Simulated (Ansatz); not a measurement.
## Zr3S2: one change and its effect

System: Zr3S2 (5 atoms in the cell).
Method of the first run: DFT PBE, scalar-relativistic, plane waves, PAW, no spin polarisation (Ansatz 0.2.0).

The structure derives from a Materials Project entry. Text and figures count atoms from 1; the logs count them from 0 in places.

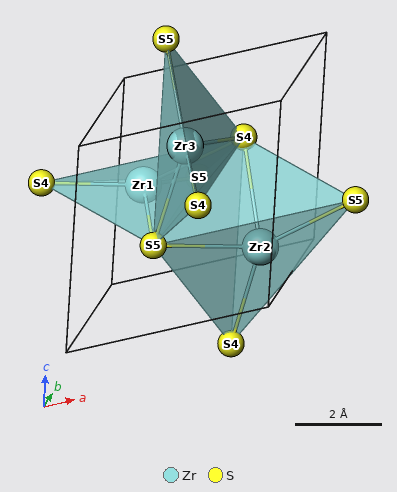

Fig. 1: The structure as given in the input (polyhedral view of the cell of the calculation, set on other vectors, seen slightly off an axis; polyhedra are completed across the faces of the cell; atoms are numbered from 1 in the order of the input). An atom can appear more than once, as a periodic image.

**The input, the first run**
```yaml
crystal:
  lattice:
    - [2.8952118352, 1.6715513324, 3.4803742106]
    - [-2.8952118352, 1.6715513324, 3.4803742106]
    - [0.0, -3.3431026648, 3.4803742107]
  atoms:
    - { symbol: Zr, position: [0.1621066357, 0.8378933643, 0.5] }
    - { symbol: Zr, position: [0.5, 0.1621066357, 0.8378933643] }
    - { symbol: Zr, position: [0.8378933643, 0.5, 0.1621066357] }
    - { symbol: S, position: [0.2770973919, 0.3259440271, 0.3438231364] }
    - { symbol: S, position: [0.6652234532, 0.6652234532, 0.6652234532] }
basis:
  ecutwfc: 420
kpoints:
  mp_grid: { grid: [12, 12, 12] }
hamiltonian:
  xc: pbe
scf:
  occupations: { method: gaussian, width: 0.15 }
output:
  forces: true
  stress: true
  eigenvalues: true
```

Launched with:
```bash
ansatz run input.yaml --threads 2 --pin off --max-ram 5120MiB --backend cpu --events-out ev --progress --plain --runs-dir out
```

Hardware: 2 threads of Arm Neoverse V1, 24 GiB of memory available, shared host.

**Output, shortened to warnings, some set-up lines, iterations and results (the first run)**
```
Basis set: ecut = 420 eV, 1949 PW (Γ), exchange–correlation on 72×72×72 points (8 copies of the dense FFT grid, shifted against one another)
Symmetry: 1 space group operations
k-points: 868 of 1728 (time reversal used)
Initial density: superposition of atomic densities (neutral atoms: chi_scale 0, normalization atom), corrected by the library's trained network
[...]
SCF iter   1: F=—  HF=-14360.700830 eV  |F-HF|=—  |Δ(HF+E_count)|=         —  Δρ=6.55e-3  dr2=5.39e-2  ethr=1.77e-3  ⟨swp⟩=4.6  Hψ=102696  notcnv=0
SCF iter   2: F=—  HF=-14360.692517 eV  |F-HF|=—  |Δ(HF+E_count)|=   8.31e-3  Δρ=3.65e-3  dr2=1.53e-2  ethr=1.12e-4  ⟨swp⟩=1.0  Hψ=32228  notcnv=0
SCF iter   3: F=—  HF=-14360.692402 eV  |F-HF|=—  |Δ(HF+E_count)|=   1.15e-4  Δρ=8.14e-4  dr2=9.82e-4  ethr=3.18e-5  ⟨swp⟩=2.0  Hψ=33911  notcnv=0
SCF iter   4: F=—  HF=-14360.692461 eV  |F-HF|=—  |Δ(HF+E_count)|=   5.95e-5  Δρ=2.96e-4  dr2=2.07e-4  ethr=2.05e-6  ⟨swp⟩=2.5  Hψ=36885  notcnv=0
SCF iter   5: F=—  HF=-14360.692447 eV  |F-HF|=—  |Δ(HF+E_count)|=   1.39e-5  Δρ=1.01e-4  dr2=1.36e-5  ethr=4.32e-7  ⟨swp⟩=2.0  Hψ=28767  notcnv=0
SCF iter   6: F=—  HF=-14360.692419 eV  |F-HF|=—  |Δ(HF+E_count)|=   2.83e-5  Δρ=2.32e-5  dr2=7.42e-7  ethr=2.83e-8  ⟨swp⟩=2.0  Hψ=33895  notcnv=0
SCF iter   7: F=-14360.692419 eV  HF=-14360.692419 eV  |F-HF|=1.52e-8  |Δ(HF+E_count)|=   5.06e-8  Δρ=6.48e-6  dr2=6.36e-8  ethr=2.08e-10  ⟨swp⟩=5.2  Hψ=105475  notcnv=0
SCF 1 converged in 7 iterations: F = -14360.692419 eV  dr2 = 6.36e-8
SCF converged after 7 iterations
Free energy (F): -14360.692419 eV
Harris-Foulkes:  -14360.692419 eV  (|F-HF|=1.52e-8)
Internal energy: -14360.664796 eV  (E = F + TS)
E sigma→0 (E₀):  -14360.678608 eV
Entropy (-TS):   -0.027623 eV (-5.525 meV/atom)
Fermi energy:    12.855367 eV
--- Per-component energies (eV) ---
  E_band       = -290.130040
  E_kinetic    = 1222.470246
  E_local      = -2259.662263  (includes V_loc(G=0)·N_el)
  E_nonlocal   = 295.639090
  E_hartree    = 727.896039
  E_xc         = -683.145838
  E_vxc        = -753.238410  (∫ρ·V_xc dr)
  E_paw        = -10062.952044  (= ΣΔE_a)
  E_vpaw       = -251.124879  (= ΣTr[D̂ρ^β])
  E_aug_tail   = 0.000077  (compensation charges beyond the density's cutoff)
  E_ewald      = -3600.910103
  E_smearing   = -0.027623  (= −TS)
  E_closure    = -0.000000  (closes the sum)
  Σ components = -14360.692419   (vs F -14360.692419, Δ=0.00e0)
--- Forces (eV/Å), atoms counted from 1 ---
  atom   1  Zr     0.39304712    -0.72430932    -0.72859761
  atom   2  Zr    -0.28264105    -0.01598008    -0.22799502
  atom   3  Zr    -1.55223283    -0.14276977    -1.51717177
  atom   4  S      1.55108897     1.08828380     2.46651916
  atom   5  S     -0.10924865    -0.20521804     0.00721026
  max |Σ_I F_I| component: 3.50e-5 eV/Å
--- Stress (GPa, compression-positive) ---
        3.982055      -1.119036       1.259238
       -1.119036      -0.302374       1.094330
        1.259238       1.094330       2.211546
  P = ⅓ Tr σ = 1.9637 GPa (19.637 kbar)
```

The input of the second run differs as follows (lines with − go, lines with + come):
```diff
-    - { symbol: S, position: [0.2770973919, 0.3259440271, 0.3438231364] }
+    - { symbol: S, position: [0.354145645, 0.3052990099, 0.2874199005] }
```

How does the second run compare with the first run?

With the same functional and potentials, the second run lies 6.8 meV per atom higher. The pressure goes from 1.96 to 2.12 GPa. The largest force goes from 3.110 to 3.488 eV/Å. The number of SCF iterations is the same.

**Output, shortened to warnings, some set-up lines, iterations and results (the second run)**
```
Basis set: ecut = 420 eV, 1949 PW (Γ), exchange–correlation on 72×72×72 points (8 copies of the dense FFT grid, shifted against one another)
Symmetry: 1 space group operations
k-points: 868 of 1728 (time reversal used)
Initial density: superposition of atomic densities (neutral atoms: chi_scale 0, normalization atom), corrected by the library's trained network
[...]
SCF iter   1: F=—  HF=-14360.667004 eV  |F-HF|=—  |Δ(HF+E_count)|=         —  Δρ=6.55e-3  dr2=5.49e-2  ethr=1.77e-3  ⟨swp⟩=4.6  Hψ=102821  notcnv=0
SCF iter   2: F=—  HF=-14360.658642 eV  |F-HF|=—  |Δ(HF+E_count)|=   8.36e-3  Δρ=3.65e-3  dr2=1.54e-2  ethr=1.14e-4  ⟨swp⟩=1.0  Hψ=32185  notcnv=0
SCF iter   3: F=—  HF=-14360.658491 eV  |F-HF|=—  |Δ(HF+E_count)|=   1.51e-4  Δρ=8.39e-4  dr2=1.08e-3  ethr=3.21e-5  ⟨swp⟩=2.0  Hψ=33912  notcnv=0
SCF iter   4: F=—  HF=-14360.658537 eV  |F-HF|=—  |Δ(HF+E_count)|=   4.57e-5  Δρ=2.99e-4  dr2=2.02e-4  ethr=2.25e-6  ⟨swp⟩=2.7  Hψ=38096  notcnv=0
SCF iter   5: F=—  HF=-14360.658525 eV  |F-HF|=—  |Δ(HF+E_count)|=   1.19e-5  Δρ=9.98e-5  dr2=1.29e-5  ethr=4.20e-7  ⟨swp⟩=2.0  Hψ=28763  notcnv=0
SCF iter   6: F=—  HF=-14360.658494 eV  |F-HF|=—  |Δ(HF+E_count)|=   3.15e-5  Δρ=2.27e-5  dr2=7.27e-7  ethr=2.68e-8  ⟨swp⟩=2.0  Hψ=34484  notcnv=0
SCF iter   7: F=-14360.658494 eV  HF=-14360.658494 eV  |F-HF|=1.31e-8  |Δ(HF+E_count)|=   3.36e-8  Δρ=6.21e-6  dr2=5.86e-8  ethr=2.08e-10  ⟨swp⟩=5.1  Hψ=105655  notcnv=0
SCF 1 converged in 7 iterations: F = -14360.658494 eV  dr2 = 5.86e-8
SCF converged after 7 iterations
Free energy (F): -14360.658494 eV
Harris-Foulkes:  -14360.658494 eV  (|F-HF|=1.31e-8)
Internal energy: -14360.630938 eV  (E = F + TS)
E sigma→0 (E₀):  -14360.644716 eV
Entropy (-TS):   -0.027555 eV (-5.511 meV/atom)
Fermi energy:    12.851788 eV
--- Per-component energies (eV) ---
  E_band       = -290.116756
  E_kinetic    = 1222.602955
  E_local      = -2260.299374  (includes V_loc(G=0)·N_el)
  E_nonlocal   = 295.670295
  E_hartree    = 728.166010
  E_xc         = -683.175103
  E_vxc        = -753.275895  (∫ρ·V_xc dr)
  E_paw        = -10062.966811  (= ΣΔE_a)
  E_vpaw       = -251.141003  (= ΣTr[D̂ρ^β])
  E_aug_tail   = 0.000078  (compensation charges beyond the density's cutoff)
  E_ewald      = -3600.628988
  E_smearing   = -0.027555  (= −TS)
  E_closure    = -0.000000  (closes the sum)
  Σ components = -14360.658494   (vs F -14360.658494, Δ=0.00e0)
--- Forces (eV/Å), atoms counted from 1 ---
  atom   1  Zr     0.44633756    -0.17169871    -0.62926042
  atom   2  Zr     0.87563854     1.78567675    -1.90229444
  atom   3  Zr     0.07388322     0.08292445    -0.00935060
  atom   4  S     -1.44646499    -1.91013340     2.53531258
  atom   5  S      0.05059414     0.21322552     0.00555856
  max |Σ_I F_I| component: 3.43e-5 eV/Å
--- Stress (GPa, compression-positive) ---
       -0.081308       1.306598      -1.342476
        1.306597       3.875741      -2.130046
       -1.342476      -2.130046       2.565496
  P = ⅓ Tr σ = 2.1200 GPa (21.200 kbar)
```

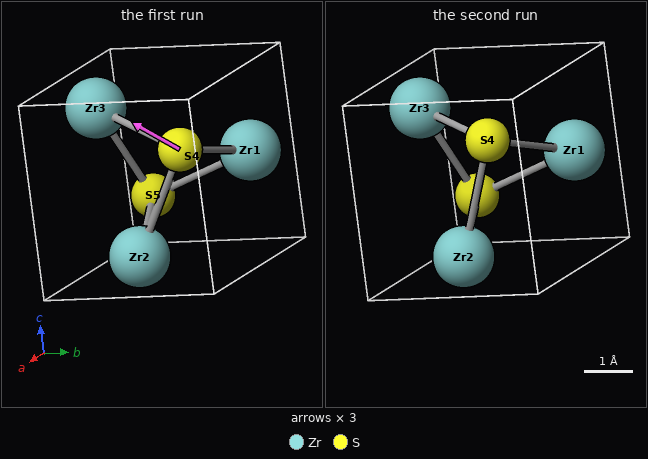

Fig. 2: The two input geometries at one scale (ball-and-stick view of the cell of the calculation, set on other vectors, seen slightly off an axis). The pink arrows on the first give the shifts of the atoms relative to the cell, magnified 3 times. The largest move is that of S4, 0.40 Å. Zr stays in place. The cell doesn't change. Among the contacts that change: Zr2–S4 2.622 → 2.322 Å, Zr3–S4 2.886 → 2.611 Å, Zr1–S4 2.650 → 2.851 Å.

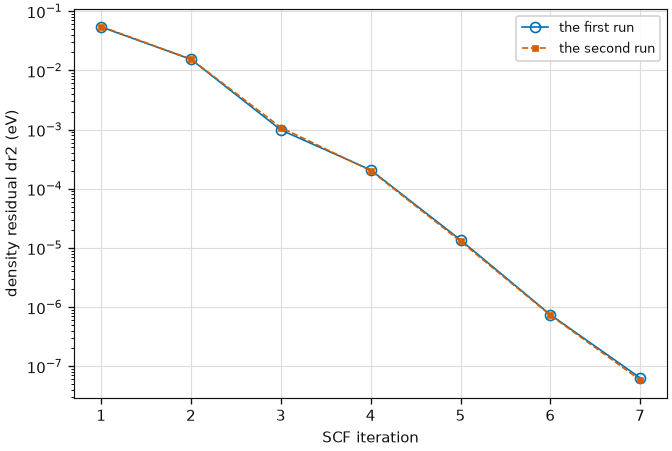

Fig. 3: Convergence of the two runs: density residual dr2 against the SCF iteration. The first run takes 7 iterations in all, and the second run takes 7.

**The two runs side by side**

| quantity | the first run | the second run |
| --- | --- | --- |
| outcome | converged | converged |
| free energy per atom (eV) | −2872.1385 | −2872.1317 |
| energy per atom, smearing taken to zero (eV) | −2872.1357 | −2872.1289 |
| gap on the mesh (eV) | 0.00 | 0.00 |
| pressure (GPa) | 1.96 | 2.12 |
| largest force (eV/Å) | 3.110 | 3.488 |
| SCF iterations | 7 | 7 |
| irreducible k-points | 868 | 868 |
| plane waves at Γ | 1949 | 1949 |
| wall time (shared host) | 1.7 min | 1.8 min |
